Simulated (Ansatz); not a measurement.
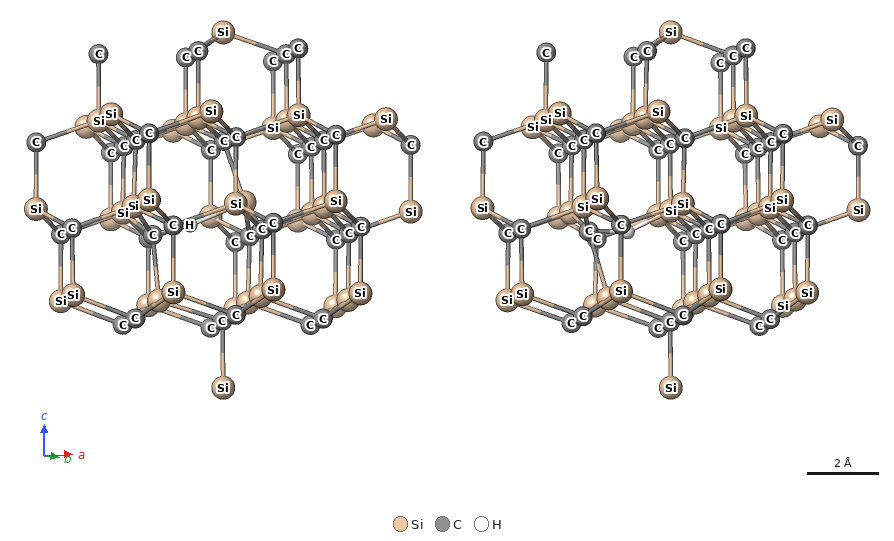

Two geometries of a defect cell of composition Si48C48H, drawn at one scale. One is the start of a relaxation, the other its converged end. A ball-and-stick model of the atoms within 5.8 Å of the atom that moves most (axes of the cell of the calculation (origin shifted)), seen from a free direction.

All numbers below come from Ansatz 0.2.0, DFT, PBEsol, PAW, plane waves. Settings: plane-wave cutoff 420 eV; k-point mesh 1 × 1 × 1; mesh shifted by (0.25, 0.25, 0.25); collinear spin; atoms relaxed in a fixed cell; force threshold 0.03 eV/Å; at most 80 steps.

Which one is relaxed?

Answer. The left one is the relaxed one. A Si atom moves most: 0.65 Å along [2 1 1]. By element the largest moves are Si 0.65 Å, H 0.45 Å, C 0.36 Å. The cell stays as it was. Some distances before and after: Si–Si 3.065 → 3.724 Å, Si–Si 3.103 → 3.641 Å, Si–Si 3.129 → 2.612 Å, Si–Si 3.098 → 2.614 Å. Bond angles that change, for instance: C–Si–H 111.4° → 81.3°, Si–C–H 73.2° → 99.3°, Si–C–H 88.3° → 113.8°. Over 9 geometry steps the energy falls by 4.575 eV per cell of the calculation. The largest force component goes from 8.2 to 0.027 eV/Å.
